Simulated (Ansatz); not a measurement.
System: GaN, space group Fm-3m (No. 225) (cell built by us, not taken from a database).

Input file:
```
crystal:
  lattice:
    - [0.0, 2.0535, 2.0535]
    - [2.0535, 0.0, 2.0535]
    - [2.0535, 2.0535, 0.0]
  atoms:
    - { symbol: Ga, position: [0.0, 0.0, 0.0] }
    - { symbol: "N", position: [0.5, 0.5, 0.5] }
basis:
  ecutwfc: 420
kpoints:
  mp_grid: { grid: [12, 12, 12] }
hamiltonian:
  xc: lda
scf:
  occupations: { method: fixed }
output:
  forces: true
  stress: true
  eigenvalues: true
elastic:
  mode: relaxed_ion
  stencil: two_point
```

Command:
```bash
ansatz run input.yaml --threads 1 --pin off --max-ram 1228MiB --backend cpu --events-out ev --progress --plain --runs-dir out
```

Calculation (Ansatz 0.2.0): elastic stress-strain coefficients at zero temperature from small strains of the given cell, Voigt order xx yy zz yz xz xy, Cartesian axes of the cell vectors; plane waves with PAW datasets, Γ-centred k mesh. Level: LDA, no spin polarisation.

wave cutoff 420 eV; k mesh 12×12×12; occupations fixed; ions relaxed; strain amplitude 0.002.

Predict the Young's modulus as a surface whose radius and colour give its value in each direction.

Over all directions E runs from 378 to 584 GPa, a ratio of 1.55. E is 378 GPa along x, y and z alike, and 584 GPa along the body diagonal x + y + z. The Hill averages are K = 316 GPa and G = 198 GPa, Poisson's ratio 0.24; K/G = 1.59.

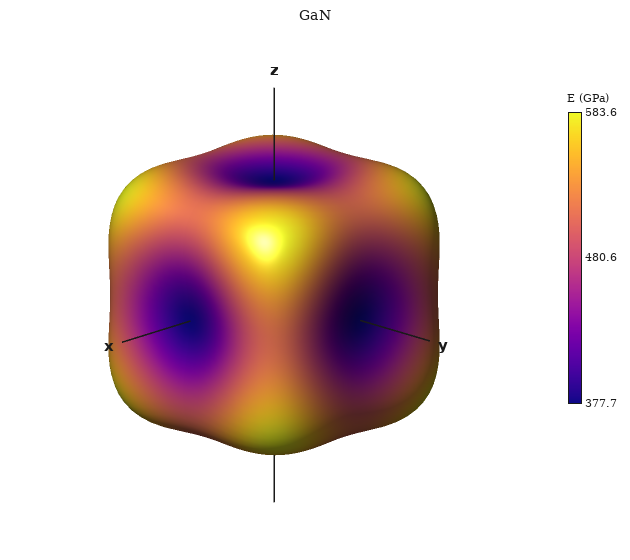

Note: gap may have closed between mesh points.
